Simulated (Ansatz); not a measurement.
System: SnO, space group P6_3mc (No. 186) (cell built by us, not taken from a database).

Structure:
```
CELL_PARAMETERS angstrom
3.29019 0.00000 0.00000
-1.64509 2.84939 0.00000
0.00000 0.00000 8.51610
ATOMIC_POSITIONS crystal
Sn 0.33333 0.66667 0.00026
Sn 0.66667 0.33333 0.50026
O 0.33333 0.66667 0.37474
O 0.66667 0.33333 0.87474
```

How it was computed, with Ansatz 0.2.0: perturbation theory at the zone centre of a relaxed insulator, optical modes (intensities summed over a level), dielectric tensors and Born charges, a negative frequency is imaginary, spin-unpolarised plane waves. Level: PBEsol.

- periodic directions: 3
- potentials: PAW
- wave cutoff: 420 eV
- k mesh: 9×9×4

Describe the result: the infrared spectrum of the zone-centre phonons.

Two modes are imaginary, the softest at 19.9i cm⁻¹, so the structure is dynamically unstable. The strongest infrared line is at 306.6 cm⁻¹, followed by 412.4 (11 % of it).

```csv
frequency (cm⁻¹),degeneracy,infrared ((debye/Å)²/amu)
-19.9,2,0
56.0,1,0
299.8,2,0
306.6,2,54.4
412.4,1,6.2
442.4,1,0
```

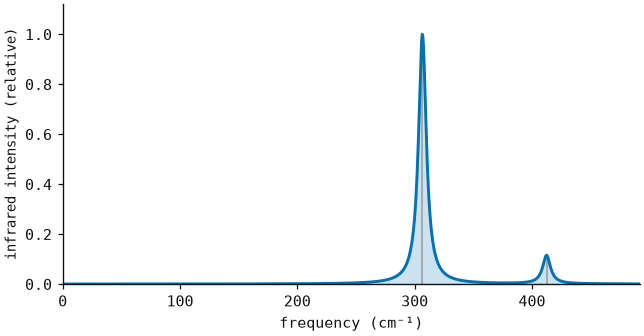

Lines are broadened by Lorentzians of 8 cm⁻¹ full width; the spectrum is scaled to its strongest line. These are zero-field (TO) frequencies; inactive modes don't show. Modes with imaginary frequency are left out of the spectrum.

Caveats: field response not settled on the k mesh.
